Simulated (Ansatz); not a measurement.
Given this structure:

Space group P4/mmm (No. 123). a = 2.808 Å, b = 2.808 Å, c = 4.073 Å, α = 90.00°, β = 90.00°, γ = 90.00°
| atom | site | symmetry | x | y | z |
| --- | --- | --- | --- | --- | --- |
| Ti | 1a | 4/mmm | 0.0000 | 0.0000 | 0.0000 |
| Al | 1d | 4/mmm | 0.5000 | 0.5000 | 0.5000 |

> Say what kind of structure these coordinates give.

Formula: TiAl. Space group P4/mmm (No. 123), lattice primitive tetragonal. The arrangement is known as CuAu (L1₀) type. With Z = 1, the cell contains 1 Ti, 1 Al. Ti bonds to eight Al and four Ti in a cuboctahedral arrangement (2.84 Å to Al, 2.81 Å to Ti). Al is linked to eight Ti and four Al in a cuboctahedral arrangement (2.84 Å to Ti, 2.81 Å to Al). The bonds build a three-dimensional framework.

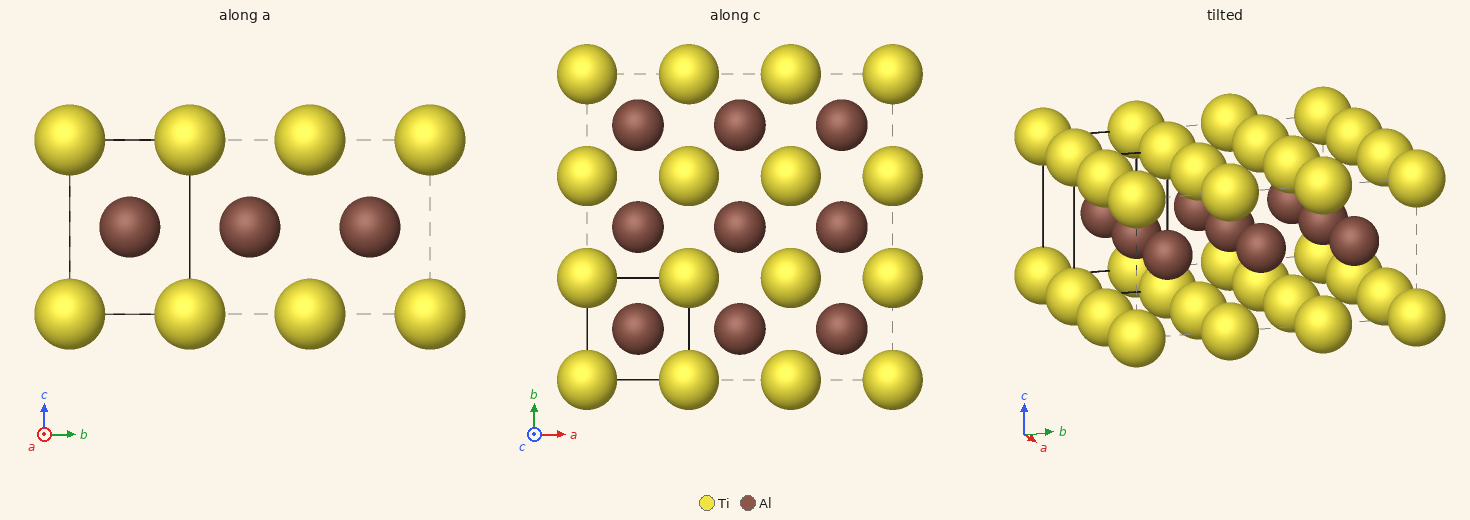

Shown here is a spheres-only view of the crystal, taken along the a axis, along the c axis and slightly off an axis. The solid frame is a single conventional unit cell within a 3×3×1 block.

The structure was taken from a structure listed in the Materials Project. The picture shows the end point of a geometry optimisation with Ansatz 0.2.0, DFT r2SCAN, scalar-relativistic, plane waves, PAW.
